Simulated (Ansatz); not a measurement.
CoSi: single-point calculation (part 1 of 2)

CoSi (slab, 20 atoms in the cell), computed with DFT PBE, scalar-relativistic, plane waves, PAW, no spin polarisation (Ansatz 0.2.0).

The structure derives from an entry of the Crystallography Open Database. Figures and captions count atoms from 1; the log counts them from 0 in places.

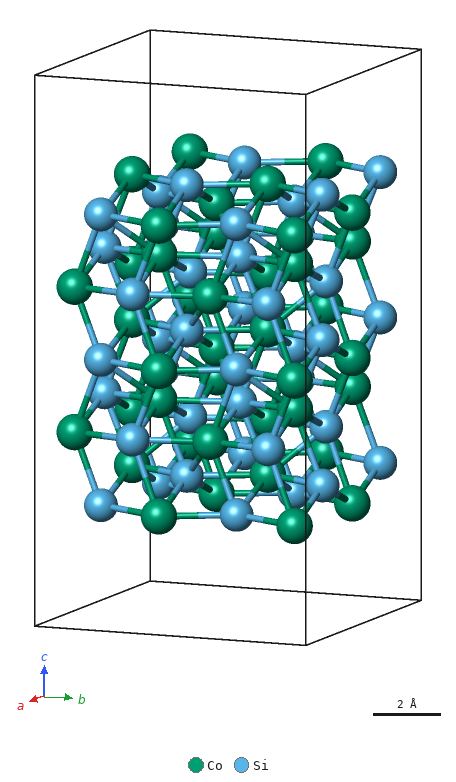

**Figure 1.** The structure (ball-and-stick view of the 2 × 2 repeat of the cell, with the vacuum cut short, seen slightly off an axis).

## Input
```yaml
crystal:
  lattice:
    - [4.4308490675, 0.0, 0.0]
    - [0.0, 4.4308490675, 0.0]
    - [0.0, 0.0, 24.7920088446]
  atoms:
    - { symbol: Co, position: [0.8549810878, 0.8549810878, 0.302516833] }
    - { symbol: Si, position: [0.6568402896, 0.3431597104, 0.3046295597] }
    - { symbol: Si, position: [0.3431597104, 0.8431597104, 0.3379287263] }
    - { symbol: Co, position: [0.1450189122, 0.3549810878, 0.340041453] }
    - { symbol: Co, position: [0.6450189122, 0.1450189122, 0.3918772615] }
    - { symbol: Si, position: [0.8431597104, 0.6568402896, 0.3939899882] }
    - { symbol: Si, position: [0.1568402896, 0.1568402896, 0.4272891548] }
    - { symbol: Co, position: [0.3549810878, 0.6450189122, 0.4294018815] }
    - { symbol: Co, position: [0.8549810878, 0.8549810878, 0.48123769] }
    - { symbol: Si, position: [0.6568402896, 0.3431597104, 0.4833504167] }
    - { symbol: Si, position: [0.3431597104, 0.8431597104, 0.5166495833] }
    - { symbol: Co, position: [0.1450189122, 0.3549810878, 0.51876231] }
    - { symbol: Co, position: [0.6450189122, 0.1450189122, 0.5705981185] }
    - { symbol: Si, position: [0.8431597104, 0.6568402896, 0.5727108452] }
    - { symbol: Si, position: [0.1568402896, 0.1568402896, 0.6060100118] }
    - { symbol: Co, position: [0.3549810878, 0.6450189122, 0.6081227385] }
    - { symbol: Co, position: [0.8549810878, 0.8549810878, 0.659958547] }
    - { symbol: Si, position: [0.6568402896, 0.3431597104, 0.6620712737] }
    - { symbol: Si, position: [0.3431597104, 0.8431597104, 0.6953704403] }
    - { symbol: Co, position: [0.1450189122, 0.3549810878, 0.697483167] }
basis:
  ecutwfc: 420
kpoints:
  mp_grid: { grid: [8, 8, 1] }
hamiltonian:
  xc: pbe
scf:
  occupations: { method: gaussian, width: 0.1 }
output:
  forces: true
  stress: true
  eigenvalues: true
  write_density: true
  write_potential: true
  elf: true
  volumetric_format: npy
efield:
  axis: 3
  dipole_correction: true
```

Hardware: 2 threads of Intel Xeon @ 2.70GHz, 189 GiB of memory available, shared host.

Run as:
```bash
ansatz run input.yaml --threads 2 --pin off --max-ram 5120MiB --backend cpu --events-out ev --progress --plain --runs-dir out
```

## Log
```
Engine: ansatz 0.2.0, x86_64-unknown-linux-gnu
Pseudopotentials: kind: paw
Pseudopotential: Co, paw, valence charge 17, recommended cutoff 420 eV (normal), Co.paw.azcp
Pseudopotential: Si, paw, valence charge 4, recommended cutoff 420 eV (normal), Si.paw.azcp
Functional definition: PBE
  parameter kappa = 0.804
  parameter beta = 0.06672455060314922
  exchange = pbe_x(kappa = kappa, mu = beta*pi^2/3)
  correlation = pbe_c(beta = beta)
Crystal: 20 atoms, lattice volume = 486.727 Å³
Basis set: ecut = 420 eV, 9611 PW (Γ), exchange–correlation on 60×60×360 points (8 copies of the dense FFT grid, shifted against one another)
Bands: 126, of which v1, the nominal top of the filled ones, is band 105 counted from 1 (104 counted from 0)
Symmetry: 1 space group operations
k-points: 34 of 64 (time reversal used)
Non-local potential: Co, projectors of the file, l = 0: 3, l = 1: 2, l = 2: 3, l = 3: 1
Non-local potential: Si, projectors of the file, l = 0: 2, l = 1: 2, l = 2: 2
PAW form: soft (Blöchl's): semilocal exchange-correlation on the pseudo side does not see the compensation charge
PAW one-centre angular grid: Co, 590 points (default); XC on 64 Gauss nodes
PAW one-centre angular grid: Si, 110 points (default); XC on 64 Gauss nodes
Initial density: superposition of atomic densities (neutral atoms: chi_scale 0, normalization atom), corrected by the library's trained network
Initial wavefunctions: pseudopotential atomic-orbital guess
Functional: x = pbe(κ = 0.804, μ = 0.2195149727645171), c = pbe(β = 0.06672455060314922)
SCF iter   1: F=—  HF=-57626.668438 eV  |F-HF|=—  |Δ(HF+E_count)|=         —  Δρ=6.61e-3  dr2=1.47e-1  ethr=1.77e-3  p=0.000 e·Å  D=9.11e-14 V/Å  ΔV_dip=-0.00 eV  dr2_dipole=5.56e-7  V_vac-E_F(+/−)=4.58/4.58 eV  ⟨swp⟩=9.2  Hψ=22781  notcnv=0  defer=66
efield: sawtooth ramp at fractional position 0.9500 (placed from the atoms, in the widest stretch of the axis that holds none; the zero of the levels goes with the place), width 0.1000; the density the first Hamiltonian is built on has a dipole p = 0.000 e·Å; the dipole correction subtracts the counter field D = 9.11e-14 V/Å, which shifts the + side's vacuum level by -0.00 eV against the − side's; the planar-averaged density in the ramp window peaks in size at 3.6e-5 e/Å³
preconditioner: auto → LDOS  [metal: Δε(μ)=0.026 eV  Ē_g=5.935 eV  σ=0.100 eV  W_gap=0.14  n_scr=114 (ndim 8)  ℏωp=19.2 eV  f_vac=0.488  D(μ)=8.65/eV (n_scr^D=50)  β→1.0]
SCF iter   2: F=—  HF=-57626.675640 eV  |F-HF|=—  |Δ(HF+E_count)|=   7.20e-3  Δρ=7.62e-3  dr2=2.04e-1  ethr=7.01e-5  p=0.000 e·Å  D=8.84e-7 V/Å  ΔV_dip=-0.00 eV  dr2_dipole=3.21e-7  V_vac-E_F(+/−)=4.50/4.50 eV  ⟨swp⟩=2.6  Hψ=9217  notcnv=0  defer=423
SCF iter   3: F=—  HF=-57626.668659 eV  |F-HF|=—  |Δ(HF+E_count)|=   6.98e-3  Δρ=5.24e-3  dr2=9.26e-2  ethr=7.01e-5  p=-0.000 e·Å  D=-1.28e-6 V/Å  ΔV_dip=0.00 eV  dr2_dipole=2.24e-8  V_vac-E_F(+/−)=4.53/4.53 eV  ⟨swp⟩=2.2  Hψ=6783  notcnv=0  defer=423
SCF iter   4: F=—  HF=-57626.659189 eV  |F-HF|=—  |Δ(HF+E_count)|=   9.47e-3  Δρ=1.48e-3  dr2=8.45e-3  ethr=4.41e-5  p=-0.000 e·Å  D=-1.86e-8 V/Å  ΔV_dip=0.00 eV  dr2_dipole=8.00e-8  V_vac-E_F(+/−)=4.52/4.52 eV  ⟨swp⟩=2.1  Hψ=5261  notcnv=0  defer=423
SCF iter   5: F=—  HF=-57626.658453 eV  |F-HF|=—  |Δ(HF+E_count)|=   7.36e-4  Δρ=3.30e-4  dr2=3.93e-4  ethr=4.02e-6  p=-0.000 e·Å  D=-1.19e-6 V/Å  ΔV_dip=0.00 eV  dr2_dipole=4.36e-8  V_vac-E_F(+/−)=4.52/4.52 eV  ⟨swp⟩=2.1  Hψ=6063  notcnv=0  defer=423
SCF iter   6: F=—  HF=-57626.658482 eV  |F-HF|=—  |Δ(HF+E_count)|=   2.88e-5  Δρ=6.76e-5  dr2=2.25e-5  ethr=1.87e-7  p=-0.000 e·Å  D=-5.44e-7 V/Å  ΔV_dip=0.00 eV  dr2_dipole=1.31e-8  V_vac-E_F(+/−)=4.51/4.51 eV  ⟨swp⟩=2.3  Hψ=7731  notcnv=0  defer=423
SCF iter   7: F=—  HF=-57626.658697 eV  |F-HF|=—  |Δ(HF+E_count)|=   2.15e-4  Δρ=4.07e-5  dr2=6.75e-6  ethr=1.07e-8  p=-0.000 e·Å  D=-3.11e-7 V/Å  ΔV_dip=0.00 eV  dr2_dipole=5.58e-9  V_vac-E_F(+/−)=4.51/4.51 eV  ⟨swp⟩=2.8  Hψ=7974  notcnv=0  defer=182
SCF iter   8: F=—  HF=-57626.658707 eV  |F-HF|=—  |Δ(HF+E_count)|=   9.93e-6  Δρ=1.73e-5  dr2=1.25e-6  ethr=3.21e-9  p=-0.000 e·Å  D=-2.01e-7 V/Å  ΔV_dip=0.00 eV  dr2_dipole=9.68e-10  V_vac-E_F(+/−)=4.51/4.51 eV  ⟨swp⟩=2.0  Hψ=5772  notcnv=0  defer=162
SCF iter   9: F=—  HF=-57626.658710 eV  |F-HF|=—  |Δ(HF+E_count)|=   3.34e-6  Δρ=4.63e-6  dr2=1.34e-7  ethr=5.95e-10  p=-0.000 e·Å  D=-4.01e-8 V/Å  ΔV_dip=0.00 eV  dr2_dipole=5.79e-12  V_vac-E_F(+/−)=4.51/4.51 eV  ⟨swp⟩=2.0  Hψ=6079  notcnv=0  defer=141
SCF iter  10: F=-57626.658711 eV  HF=-57626.658711 eV  |F-HF|=3.18e-8  |Δ(HF+E_count)|=   3.65e-7  Δρ=4.14e-6  dr2=8.57e-8  ethr=4.76e-11  p=-0.000 e·Å  D=-7.35e-8 V/Å  ΔV_dip=0.00 eV  dr2_dipole=2.99e-12  V_vac-E_F(+/−)=4.51/4.51 eV  ⟨swp⟩=23.4  Hψ=39444  notcnv=0
SCF 1 converged in 10 iterations: F = -57626.658711 eV  dr2 = 8.57e-8
  greatest PAW one-centre occupation: 1.001 electrons in one spin orbital (limit 2), on the Co atom at site 0 (counted from 0), in its partial waves of l = 1
```

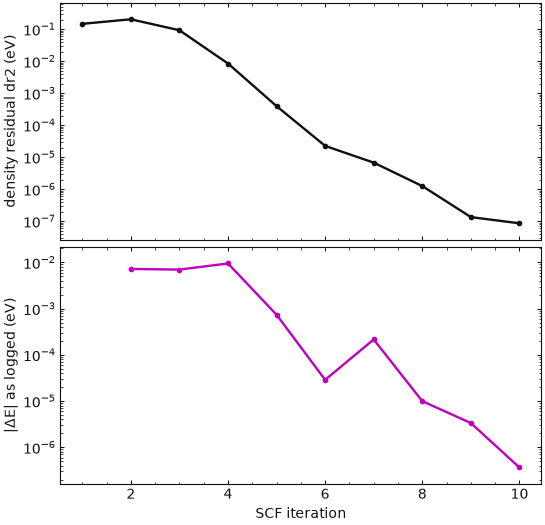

**Figure 2.** Convergence of the self-consistent field: density residual dr2 and size of the energy change against the SCF iteration. The residual falls almost steadily, with no more than small rises.

```
WARN: The output density's exchange-correlation potential varies sharply where the density is thin. Do not read a vacuum level from v_tot or v_xc, or from such a field of the output density. On a cell that repeats whose density bears no net charge and no dipole along the vacuum's axis use v_es (v_loc + v_h of the components); under efield.dipole_correction with no amplitude use v_es + v_field, which holds any external_charges[].barrier, or the levels of the report's work_function block, which leave it out; under a non-zero efield.amplitude the vacuum is tilted and has no level; on a cell that repeats and bears such a dipole with no correction it is tilted too, and efield.dipole_correction with no amplitude gives each side of its ramp a level where efield: is served; in a cell that repeats whose density bears a net charge (total_charge, or a fill off its count) it is curved and has none; of a slab under crystal.periodic whose density bears no net charge use v_es, which has a level on each side, short of where the two are joined; of another it falls or rises all the way out and has none; of a slab beside external_charges read slab_vacuum_level instead, which it has where they leave it neutral. The grid or the basis barely resolves most such structure, and the values can differ between equally converged runs; as a rule a tighter scf.convergence.dr2_threshold does not remove it. Where the density itself ripples (under the LDA too) a higher basis.ecutwfc lessens it. The files hold the spikes' plane waves up to the density's cutoff. Files: v_tot_of_output_density and the like, and their columns of v_z.tsv (output.write_potential); v_xc_of_output_density and the like, and their columns of v_comp_z.tsv (output.write_potential_components). Measured: with its Gaussian average of σ = 0.25 Å subtracted twice, the exchange-correlation potential is over 0.1 eV at 8 of the grid points where the equally averaged density (valence and model cores) is under 1e-3 e/Å³, and 0.121 eV at the most among them, at an averaged density of 1.8e-8 e/Å³. The input density's (outcome.potential() and, of a run that writes arrays, v_tot and v_xc) is over 0.1 eV, so measured, at 191 points of its own thin density, 0.154 eV at the most. See output.write_potential in the manual, Limitations
SCF converged after 10 iterations
Free energy (F): -57626.658711 eV
Harris-Foulkes:  -57626.658711 eV  (|F-HF|=3.18e-8)
Internal energy: -57626.613724 eV  (E = F + TS)
E sigma→0 (E₀):  -57626.636217 eV
Entropy (-TS):   -0.044986 eV (-2.249 meV/atom)
Fermi energy:    4.987034 eV
Dipole field:    D = -0.000002 V/Å  (p = -0.000004 e·Å, saw-weighted, corrected)
Work function:   Φ+ = 4.5112 eV   Φ− = 4.5112 eV
Levels:          The Fermi level and band energies are counted from a zero that moves with the ramp; work functions are not
--- Per-component energies (eV) ---
  E_band       = -4786.604080
  E_kinetic    = 5002.640920
  E_local      = -294733.736307  (includes V_loc(G=0)·N_el)
  E_nonlocal   = 4810.444012
  E_hartree    = 143815.142793
  E_xc         = -2161.042978
  E_vxc        = -2545.779727  (∫ρ·V_xc dr)
  E_paw        = -20298.871496  (= ΣΔE_a)
  E_vpaw       = -4950.393057  (= ΣTr[D̂ρ^β])
  E_aug_tail   = 0.000857  (compensation charges beyond the density's cutoff)
  E_efield     = 0.000000  (sawtooth field / dipole correction)
  E_vefield    = 0.000000  (∫n·V_field dr)
  E_ewald      = 105938.808475
  E_smearing   = -0.044986  (= −TS)
  E_closure    = -0.000000  (closes the sum)
  Σ components = -57626.658711   (vs F -57626.658711, Δ=0.00e0)
--- Forces (eV/Å), atoms counted from 1 ---
  atom   1  Co    -0.57086272    -0.28597804     1.11861637
  atom   2  Si     0.17018630     0.47798328    -0.06143344
  atom   3  Si    -0.09432508    -0.08268737    -0.99322215
  atom   4  Co     0.39409960    -0.05350706     0.19941466
  atom   5  Co     0.05607051     0.06791588     0.34553308
  atom   6  Si     0.00043723    -0.05103217    -0.46222194
  atom   7  Si    -0.03256084    -0.00292964    -0.18191407
  atom   8  Co     0.07720199    -0.01134553    -0.00421773
  atom   9  Co    -0.02721822    -0.04125832     0.12348824
  atom  10  Si     0.02151594    -0.01715668    -0.00532854
  atom  11  Si    -0.02151342    -0.01715228     0.00533529
  atom  12  Co     0.02721888    -0.04126303    -0.12351598
  atom  13  Co    -0.07720179    -0.01134433     0.00420195
  atom  14  Si     0.03255828    -0.00292932     0.18191980
  atom  15  Si    -0.00043861    -0.05103384     0.46222290
  atom  16  Co    -0.05606962     0.06791601    -0.34553130
  atom  17  Co    -0.39409777    -0.05351025    -0.19939279
  atom  18  Si     0.09433073    -0.08268524     0.99322105
  atom  19  Si    -0.17019057     0.47798225     0.06143023
  atom  20  Co     0.57085221    -0.28597787    -1.11859066
  max |Σ_I F_I| component: 1.50e-5 eV/Å
--- Stress (GPa, compression-positive) ---
       -2.976143      -0.000001       0.370366
       -0.000001      -3.039283       0.000001
        0.370366       0.000001      -0.927580
  P = ⅓ Tr σ = -2.3143 GPa (-23.143 kbar)
--- Band table (eV; the first three rows and the last of 34) ---
```
